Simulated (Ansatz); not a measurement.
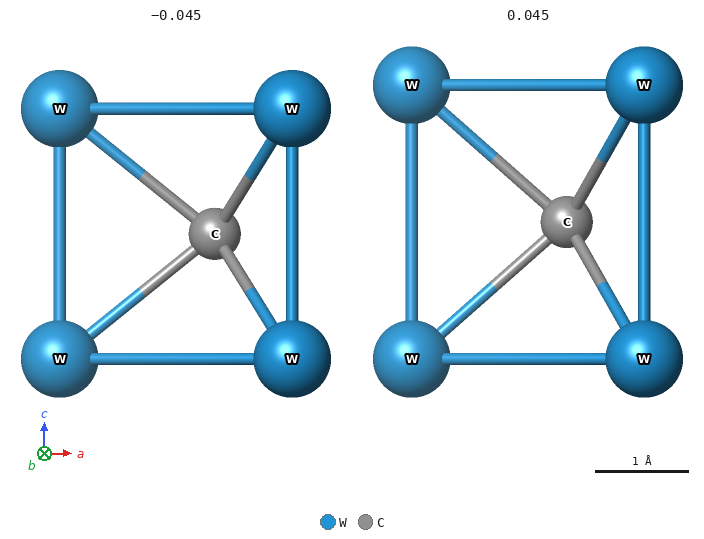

A crystal of WC (set up in P-6m2), under strain along c alone (the other axes held, atoms fixed by symmetry), with energies (extrapolated to zero smearing) counted from the relaxed crystal, which is the row at zero. The picture shows the first and the last member. A ball-and-stick model of the cell of the calculation, seen along the b axis.

Computed with Ansatz 0.2.0: DFT PBEsol, scalar-relativistic, plane waves, PAW. (plane-wave cutoff 420 eV; k-point mesh 24 × 24 × 18; occupations gaussian; smearing width 0.1 eV; no spin polarisation)

| strain | energy (meV/atom) | a (Å) | c (Å) |
| --- | --- | --- | --- |
| −0.045 | 70.26 | 2.898 | 2.701 |
| −0.03 | 29.94 | 2.898 | 2.743 |
| −0.015 | 7.11 | 2.898 | 2.785 |
| 0.0 | 0.00 | 2.898 | 2.828 |
| 0.015 | 7.03 | 2.898 | 2.870 |
| 0.03 | ? | ? | ? |
| 0.045 | 58.72 | 2.898 | 2.955 |

Q: Estimate the missing row from the others, and compare with the calculation.

A: A parabola through three neighbouring rows (0.0, 0.015, 0.045) gives, with Lagrange weights, (−0.3333)(0.00) + (1.0000)(7.03) + (0.3333)(58.72) = 26.60 meV/atom. The calculation gives 26.98 meV/atom (a = 2.898 Å, c = 2.913 Å). The estimate is 0.38 meV/atom too low. From the first member to the last: W–W 2.701 → 2.955 Å, C–W 2.150 → 2.232 Å.

The whole series:

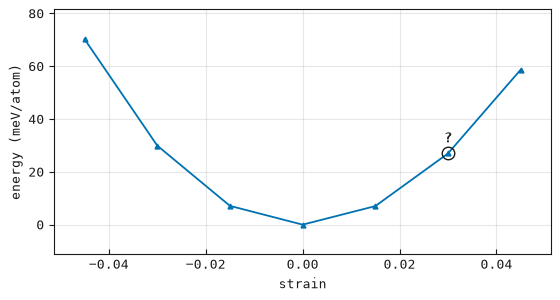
